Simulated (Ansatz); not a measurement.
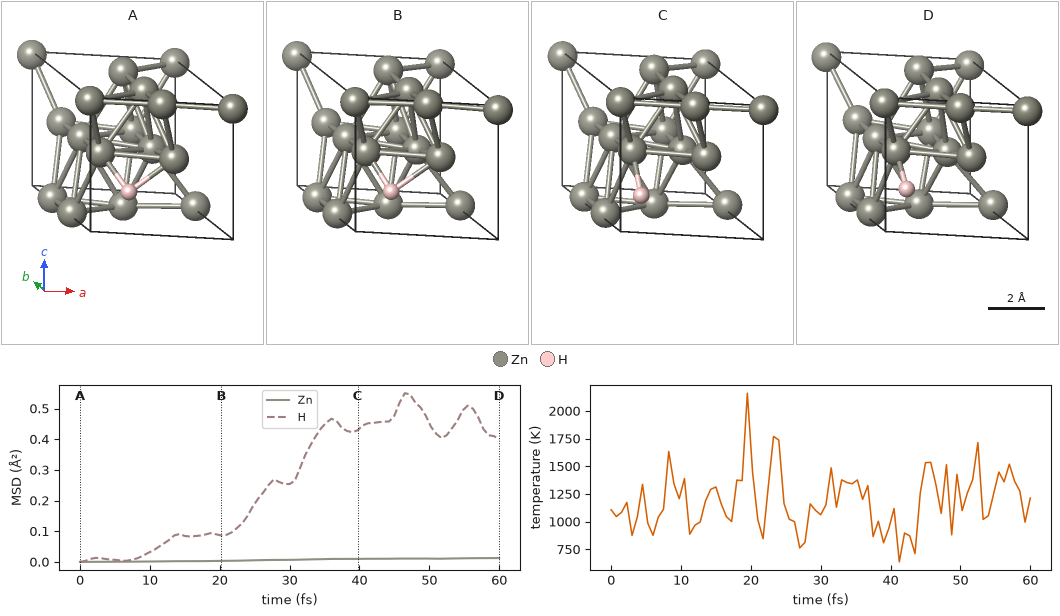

First-principles dynamics of Zn with an interstitial H (13 atoms in the cell), 60 fs long. Frames (A at 0 fs, B at 20 fs, C at 40 fs, D at 60 fs) and the history of the run. A ball-and-stick model of the simulation cell, seen slightly off an axis. Bonds to atoms that aren't drawn are left out.

The calculation used DFT PBE, scalar-relativistic, plane waves, PAW (Ansatz). Set-up: plane-wave cutoff 420 eV; k-point mesh 2 × 2 × 2; Fermi-Dirac smearing 0.15 eV; low-accuracy preset; Langevin thermostat (NVT); set temperature 1200 K; time step 0.75 fs; friction 0.5 per fs.

Question: What do the frames and curves show?

Answer: The mean temperature in the second half is 1199 K (standard deviation 247 K). The potential energy in the second half lies on average 19.2 meV per atom above the first frame. Root-mean-square distances from the starting positions over the second half, with the common drift of all atoms taken out: H 0.66 Å, Zn 0.10 Å. The run lasts only 60 fs, too short to tell vibration from diffusion. The friction is so strong that the slow modes are overdamped, and the motion no longer resembles free dynamics.

Limits of the set-up: the k-point mesh is coarse for a cell with partly filled bands; the program's low-accuracy preset was used; the periodic images lie only 4.9 Å apart, so the values are limited by the cell's size.
